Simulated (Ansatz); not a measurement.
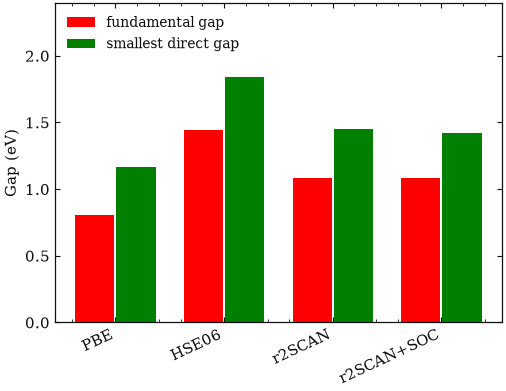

Gaps of SnSe$_{2}$ (slab), 3 atoms in the cell, 1T monolayer type, uniaxial (x) strain +1.0%, at several levels of theory on one cell (Ansatz, plane waves and PAW; edges over the mesh and the special points).

How does the gap depend on the level, and does its kind change?

Answer. In rising order: PBE 0.80 eV, r2SCAN+SOC 1.08 eV, r2SCAN 1.09 eV and HSE06 1.44 eV. It is indirect at every level.
